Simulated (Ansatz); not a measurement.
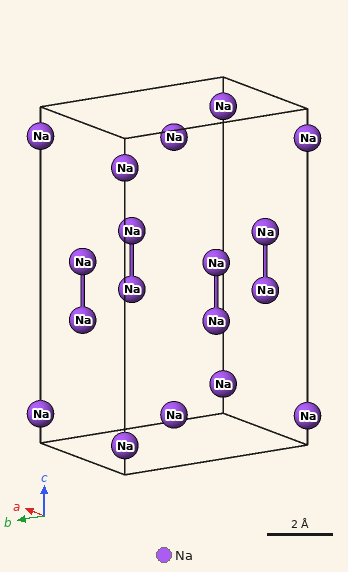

Starting structure of crystalline Na (built on the O_69 type) (coarse preliminary run). Style: ball-and-stick. Shown: the conventional cell (4 times the calculation's cell), from a free direction. Lengths and directions refer to the drawn axes.

Case: O type (Fmmm, No. 69).

These are results of DFT PBE, scalar-relativistic, plane waves, PAW in Ansatz, not measurements.

Input
```yaml
crystal:
  lattice:
    - [0.0, 3.3781697627, 5.3614249393]
    - [2.3696316902, 0.0, 5.3614249393]
    - [2.3696316902, 3.3781697627, 0.0]
  atoms:
    - { symbol: Na, position: [0.0871, 0.0871, 0.9129] }
    - { symbol: Na, position: [0.9129, 0.9129, 0.0871] }
basis:
  ecutwfc: 420
kpoints:
  mp_grid: { grid: [6, 6, 6] }
hamiltonian:
  xc: pbe
scf:
  occupations: { method: gaussian, width: 0.1 }
  lower_state_search: "off"
output:
  forces: true
  stress: true
  eigenvalues: true
relax:
  adjacent_minimum: "off"
  f_tol: 0.04
  max_steps: 70
  cell: { stress_tol: 0.4 }
```

Predict the outcome.

The largest moves relative to the cell, 0.56 Å, are those of Na1 and Na2. Na1 goes along +c. The drawn cell changes as follows: a 4.739 → 3.835 Å (−19.1 %), b 6.756 → 6.215 Å (−8.0 %), c 10.723 → 12.643 Å (+17.9 %); the volume changes by −12.2 %. Among the contacts that change: Na1–Na2 1.868 → 3.323 Å, Na1–Na2 (another image) 4.221 → 3.560 Å, Na1–Na1 4.126 → 3.652 Å. The space group stays Fmmm (No. 69). Over 7 accepted moves (8 points after the start) the energy falls by 954 meV per atom. Largest force component: 4.2 eV/Å at the start, 0.012 eV/Å at the end. The pressure goes from 2.70 to 0.07 GPa. The SCF was repeated once at an unchanged geometry on a basis and grid sized afresh for the cell, which shifted the energy by 2.3 meV per atom at most. The run took roughly 17 core-seconds on a shared host.

History of the run:

| step | E − E(0), meV/atom | largest force component, eV/Å | pressure, GPa | volume, Å³/atom | note |
| --- | --- | --- | --- | --- | --- |
| 0 | 0.00 | 4.2162 | 2.70 | 42.918 |  |
| 1 | -276.60 | 3.0847 | 2.31 | 38.249 |  |
| 2 | -603.90 | 1.7185 | 1.67 | 35.403 |  |
| 3 | -818.99 | 0.7517 | 1.41 | 33.741 |  |
| 4 | -909.27 | 0.2504 | 0.93 | 34.491 |  |
| 5 | -939.68 | 0.0600 | 0.43 | 36.172 |  |
| 6 | -950.50 | 0.0279 | 0.17 | 36.991 |  |
| 7 | -951.54 | 0.0119 | -0.06 | 37.669 |  |
| 8 | -953.83 | 0.0119 | 0.07 | 37.669 | same geometry, new basis |

Final geometry:

```xyz
2
Lattice="0.0000 3.1075 6.3215 1.9176 0.0000 6.3215 1.9176 3.1075 0.0000" Properties=species:S:1:pos:R:3 pbc="T T T"
Na    1.9176    3.1075    1.6613
Na    1.9176    3.1075   10.9817
```

After the run, drawn alike:

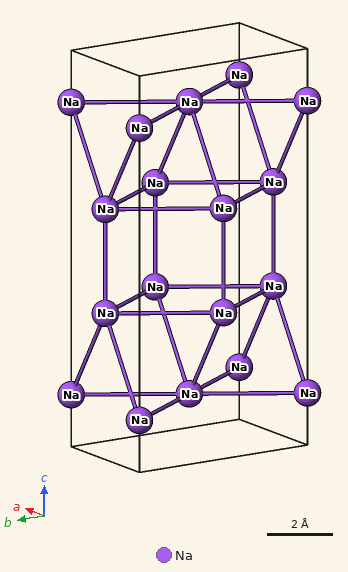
